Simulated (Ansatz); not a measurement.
Zn₆GaO₈ (cell charge +1, with a compensating background) (cell with a defect)

Input file:

```
crystal:
  lattice:
    - [-3.2049, -5.55105, 0.0]
    - [4.80735, -2.775525, 0.0]
    - [0.0, 0.0, 5.1216]
  atoms:
    - { symbol: Zn, position: [0.49999997, 0.33333331, 0.0] }
    - { symbol: Zn, position: [0.49999996, 0.66666664, 0.5] }
    - { symbol: O, position: [0.49999997, 0.33333331, 0.3833] }
    - { symbol: O, position: [0.49999996, 0.66666664, 0.8833] }
    - { symbol: Zn, position: [0.24999997, 0.83333331, 0.0] }
    - { symbol: Ga, position: [-1.0e-08, 0.33333333, 0.0] }
    - { symbol: O, position: [0.24999997, 0.83333331, 0.3833] }
    - { symbol: O, position: [0.24999998, 0.16666666, 0.8833] }
    - { symbol: Zn, position: [-2.0e-08, 0.66666666, 0.5] }
    - { symbol: O, position: [-1.0e-08, 0.33333333, 0.3833] }
    - { symbol: O, position: [-2.0e-08, 0.66666666, 0.8833] }
    - { symbol: Zn, position: [0.74999994, 0.83333329, 0.0] }
    - { symbol: Zn, position: [0.74999996, 0.16666664, 0.5] }
    - { symbol: O, position: [0.74999994, 0.83333329, 0.3833] }
    - { symbol: O, position: [0.74999996, 0.16666664, 0.8833] }
total_charge: 1
basis:
  ecutwfc: 420.0
kpoints:
  mp_grid: { grid: [2, 2, 2] }
hamiltonian:
  xc: pbe
  pseudopotentials: { kind: paw, azcp: { folder: soft_1 } }
scf:
  occupations: { method: fermi_dirac, width: 0.05 }
  lower_state_search: "off"
relax:
  f_tol: 0.03
  max_steps: 60
  adjacent_minimum: "off"
output:
  write_density: true
  write_potential: true
  elf: true
  volumetric_format: npy
```

Launched as:

```sh
ansatz run input.yaml --threads 1 --pin off --max-ram 3072MiB --backend cpu --events-out ev --progress --plain --runs-dir out
```

The fields are those of the run's last geometry, not of the input's.

PAW files of the earlier set (soft_1).

The calculation used DFT PBE, scalar-relativistic, plane waves, PAW in Ansatz 0.2.0.

> Predict the valence pseudo-density and electron localisation function between the atoms.

Ga–O (1.86 Å): the density is about 0.82 e/Å³ at the midpoint; the ELF peaks at about 0.85 in the valence shell of O, 0.6 Å from its nucleus, and is about 0.40 at the midpoint.
Ga–O (1.89 Å): ρ is about 0.75 e/Å³ halfway; the ELF peaks at about 0.85 in the valence shell of O, 0.6 Å from its nucleus, and is about 0.35 at the midpoint.
Zn–O (1.92 Å): ρ is about 0.67 e/Å³ halfway; the ELF peaks at about 0.85 in the valence shell of O, 0.6 Å from its nucleus, and is about 0.25 at the midpoint; no localised pair shows between them.
Zn–O (1.99 Å): ρ is about 0.59 e/Å³ halfway; the ELF peaks at about 0.85 in the valence shell of O, 0.6 Å from its nucleus, and is about 0.20 at the midpoint: no localised pair shows between them.

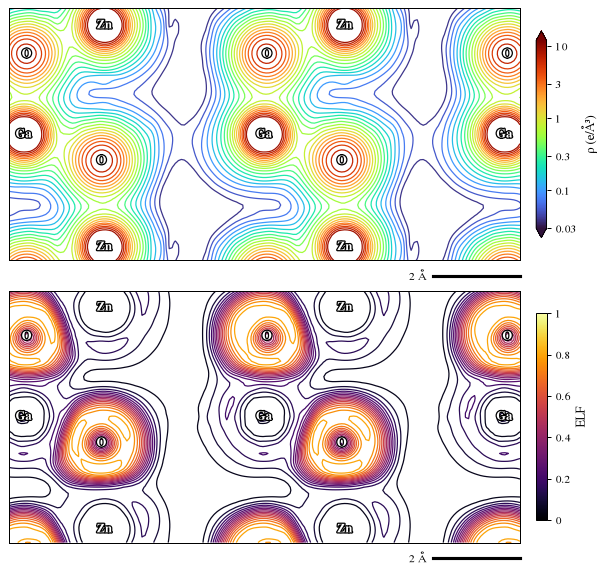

Computed valence pseudo-density and electron localisation function on the (100) plane of the calculation cell, in this order. 
